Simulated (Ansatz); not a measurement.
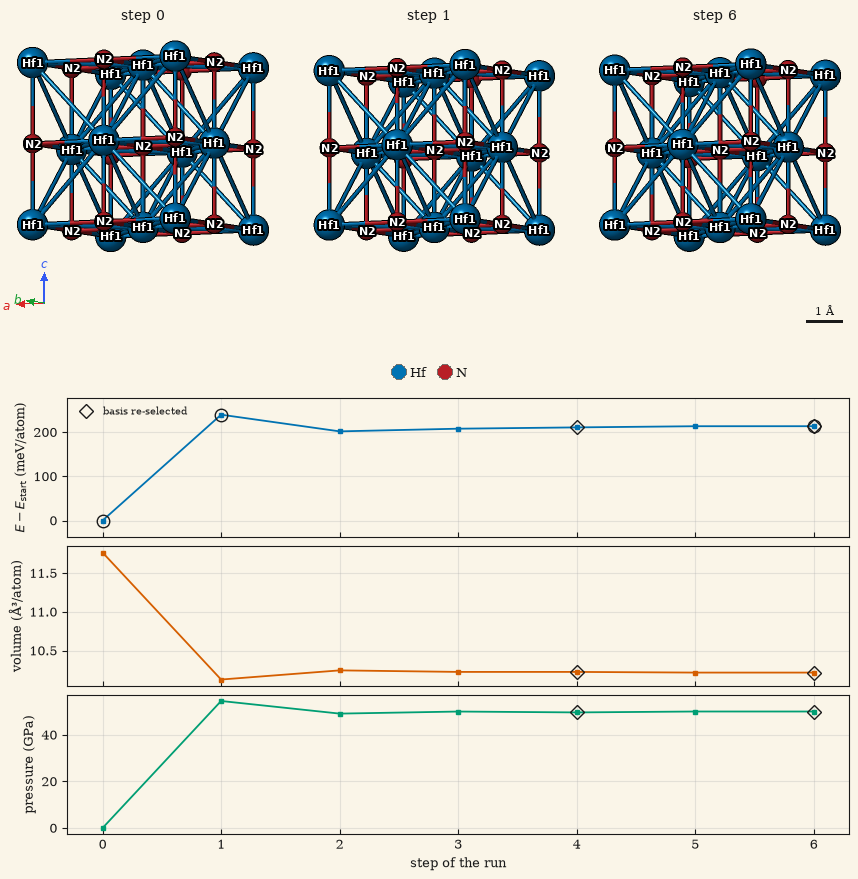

Frames of a relaxation of a crystal of HfN (set up in Fm-3m), marked on the history of the run. The picture is a ball-and-stick view of the conventional cell (4 times the calculation's cell), seen from a free direction. Lengths and directions refer to the drawn axes.

Case: relaxed at 50 GPa.

Level of theory: Ansatz, DFT PBE, scalar-relativistic, plane waves, PAW. (plane-wave cutoff 420 eV; k-point mesh 16 × 16 × 16; occupations fermi dirac; smearing width 0.15 eV; target pressure 50 GPa; no spin polarisation; cell and atoms relaxed; force threshold 0.001 eV/Å; at most 60 steps)

Q: What happens along the run?

A: Over 4 accepted moves (6 points after the start) the energy rises by 214 meV per atom. With the target pressure of 50 GPa, the enthalpy E + pV changes by −270 meV per atom. All forces vanish by symmetry, so only the cell relaxes. The pressure goes from 0.00 to 50.00 GPa. The SCF was repeated twice at an unchanged geometry on a basis and grid sized afresh for the cell, which shifted the energy by 2.9 meV per atom at most. No atom moves by more than 0.005 Å relative to the cell. The drawn cell changes as follows: a = b = c 4.549 → 4.340 Å (−4.6 %); the volume changes by −13.2 %. Some distances before and after: Hf1–Hf1 3.216 → 3.069 Å, Hf1–N2 2.274 → 2.170 Å. The space group stays Fm-3m (No. 225). From step 0 to 1: volume −13.9 %, energy +240 meV per atom. From step 1 to 6: volume +0.9 %, energy −26.1 meV per atom.
